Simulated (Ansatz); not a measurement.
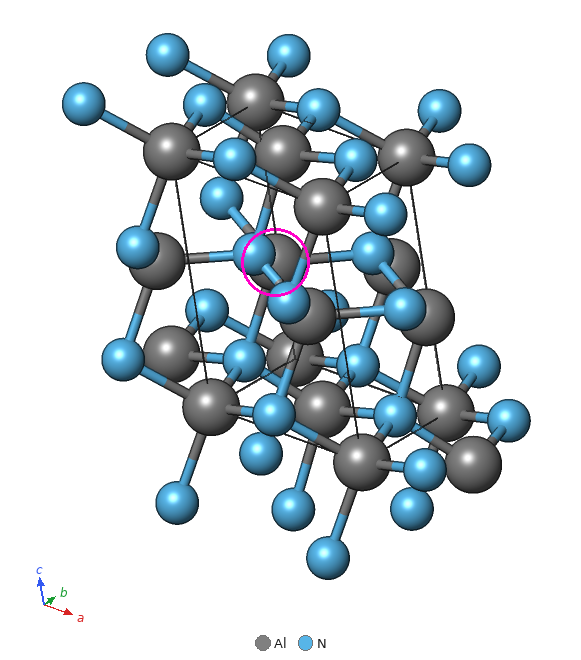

A ball-and-stick rendering, viewed slightly off an axis. The parallelepiped is the unit cell. Bonded neighbours in the next cells are drawn too.

Cell dimensions are a = 3.065 Å, b = 5.267 Å, c = 5.783 Å, α = 115.33°, β = 103.96°, γ = 91.67°.

Sticks join Al–N up to 2.26 Å (cut-off distances).

The composition is AlN.

**What lies around N?**

Each N has four Al in a distorted tetrahedral arrangement at about 1.8 to 2.0 Å.

**How far does the bonding extend?**

The bonds build a three-dimensional framework.

**Which symmetric structure lies closest to this one?**

It is a distorted form of a primitive hexagonal structure, space group P6_3mc (No. 186) within 0.45 Å: wurtzite.

The picture shows a known structure type with the cell strained and the atoms shaken on purpose; the geometry isn't optimised. A calculation with Ansatz used it as input.

At this level of theory the cell isn't at rest (compressed, at 6 GPa and forces up to 2.0 eV/Å), so its distances can differ from those at equilibrium, the more so the softer the solid.
